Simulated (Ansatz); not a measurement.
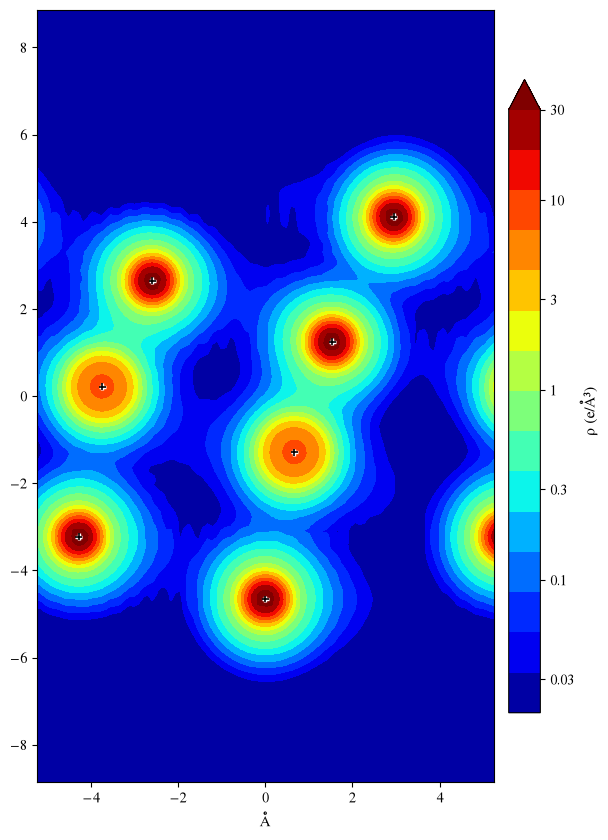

The valence pseudo-density on a plane through atoms (crosses mark nuclei in the plane).

Method: Ansatz 0.2.0, DFT PBE+D3(BJ), scalar-relativistic, plane waves, PAW.

Candidates:
A. Bi2Se3 (slab), a = 4.14 Å, b = 9.79 Å, c = 24.66 Å, α = 90.00°, β = 90.00°, γ = 90.00°. Built by placing these elements on a known structure type.
B. PtSe2 (slab), a = 3.71 Å, b = 3.71 Å, c = 31.12 Å, α = 90.00°, β = 90.00°, γ = 120.00°. 

Which candidate gave the map?

Candidate A: Bi2Se3 on the (100) plane of the calculation cell, a cut from vacuum to vacuum, which holds Se and Bi. Bi–Se (2.67 Å): ρ is about 0.45 e/Å³ halfway.
